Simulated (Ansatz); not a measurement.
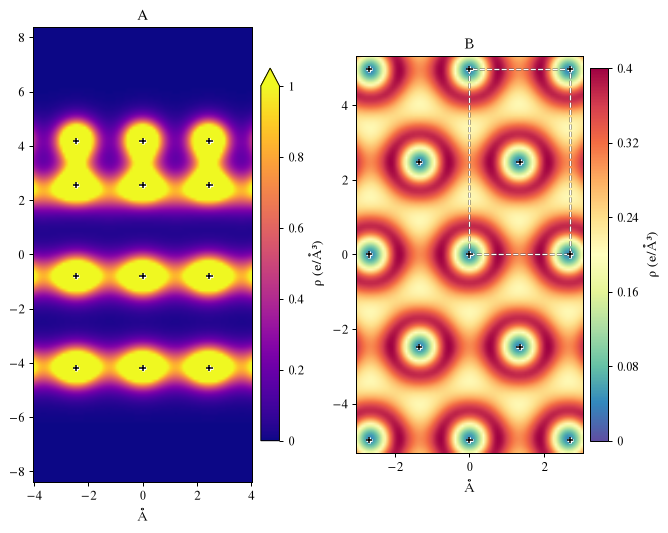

The valence charge density (pseudo) of 2 systems, each on a plane through atoms (crosses mark nuclei in the plane).

These are results of DFT PBE+D3(BJ), scalar-relativistic, plane waves, PAW (Ansatz), not measurements.

System 1: C (slab), the (11̄0) plane of the calculation cell, a cut from vacuum to vacuum. 

```xyz
7
Lattice="2.4650 0.0000 0.0000 -1.2325 2.1347 0.0000 0.0000 0.0000 25.7384" Properties=species:S:1:pos:R:3 pbc="T T T"
C     0.0000    0.0000    8.5001
C     0.0000    1.4232    8.5001
C     0.0000    0.0000   11.8685
C     1.2325    0.7116   11.8703
C     0.0000    0.0000   15.2379
C     0.0000    1.4232   15.0261
C     0.0000    0.0000   16.8492
```

System 2: Si, the (011) plane of the conventional cell. Space group I4/mmm; a structure from a database of computed crystals, not necessarily the ambient phase; changed on purpose from its base cell (strain +0.1000 x Voigt [0, 1, 0, 0, 0, 0], atoms carried along); computed pressure about −7 GPa in this cell.

```
Si
1.0
     1.90052    0.00000    1.90052
     1.90052    0.00000   -1.90052
     0.00000    4.18114    0.00000
Si
2
Cartesian
  0.0000 0.0000 0.0000
  1.9005 2.0906 0.0000
```

Match each panel to its system.

Panel A is system 1, C: the plane holds C. C–C (1.61 Å): ρ is about 1.3 e/Å³ halfway. Panel B is system 2, Si: the plane holds Si. Si–Si (2.69 Å): ρ is about 0.3 e/Å³ halfway.
